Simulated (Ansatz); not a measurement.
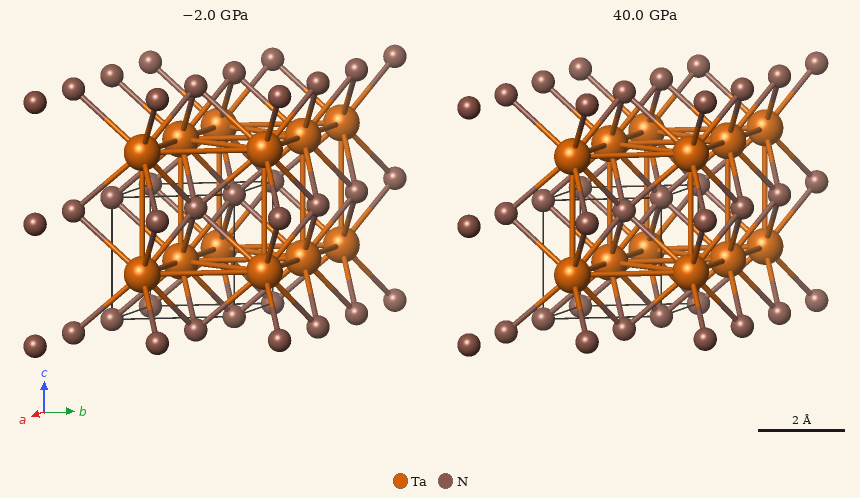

Crystalline TaN (set up in P-6m2), relaxed (cell and atoms) at several target pressures. The picture shows the first and the last member. Style: ball-and-stick. Shown: the cell of the calculation, repeated 3 × 2 × 2 with one cell outlined, slightly off an axis.

Computed with Ansatz 0.2.0: DFT PBEsol, scalar-relativistic, plane waves, PAW. Settings: plane-wave cutoff 420 eV; k-point mesh 18 × 18 × 14; occupations gaussian; smearing width 0.1 eV; no spin polarisation; cell and atoms relaxed; force threshold 0.008 eV/Å.

| pressure (GPa) | volume (Å³/atom) | a (Å) | c (Å) |
| --- | --- | --- | --- |
| −2.0 | 10.689 | 2.930 | 2.876 |
| 0.0 | 10.628 | 2.924 | 2.871 |
| 2.0 | 10.568 | 2.918 | 2.866 |
| 5.0 | 10.486 | 2.910 | 2.860 |
| 10.0 | 10.354 | 2.897 | 2.849 |
| 20.0 | ? | ? | ? |
| 40.0 | 9.705 | 2.831 | 2.796 |

**One row is withheld. What does the calculation give there?**

Murnaghan's form V = V₀(1 + B′P/B₀)^(−1/B′), with V₀ = 10.628 Å³ from the row at zero pressure, fits the other rows with B₀ = 361 GPa and B′ = 4.25 (largest miss 0.002 Å³). At 20.0 GPa it gives 10.628 × (1 + 4.25 × 20.0/361)^(−1/4.25) = 10.112 Å³ per atom. The calculation gives 10.114 Å³/atom (a = 2.873 Å, c = 2.830 Å). The estimate is 0.002 Å³/atom too low. From the first member to the last: Ta–Ta 2.930 → 2.831 Å, Ta–Ta 2.876 → 2.796 Å, N–Ta 2.220 → 2.151 Å.

The whole series:

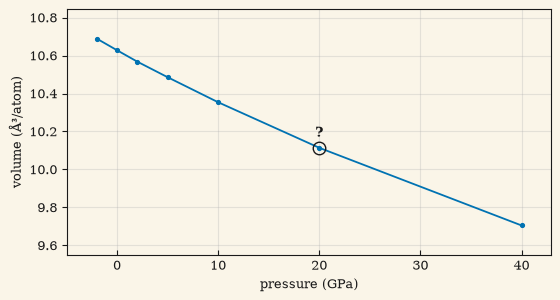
